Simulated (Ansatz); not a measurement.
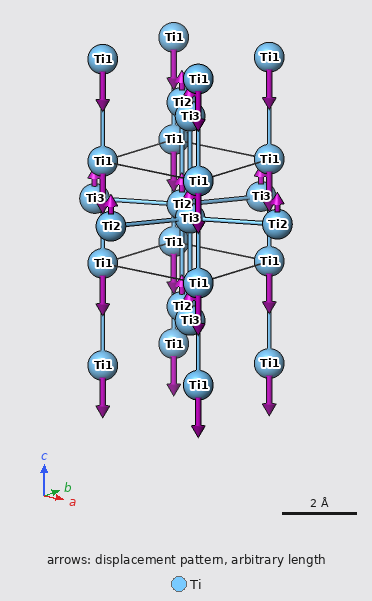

One vibrational mode of a crystal of Ti relaxed at 5 GPa at the zone centre. The purple arrows are the displacements of the atoms (eigenvector over the root of the mass), of arbitrary overall length and sign. Style: ball-and-stick. Shown: the cell of the calculation, slightly off an axis.

Level of theory: DFT PBE, scalar-relativistic, plane waves, PAW (Ansatz 0.2.0). (plane-wave cutoff 420 eV; k-point mesh 12 × 12 × 14; occupations fermi dirac; smearing width 0.15 eV; target pressure 5 GPa; no spin polarisation)

The frequencies depend somewhat on the k-mesh and the smearing.

**Describe the mode and give its frequency.**

This is the A₂u mode at 6.67 THz, the highest optical level, infrared-active by symmetry. The Ti (1a) sublattice moves against the Ti (2d) sublattice, along c. The crystal is a metal, so free carriers screen the infrared response.
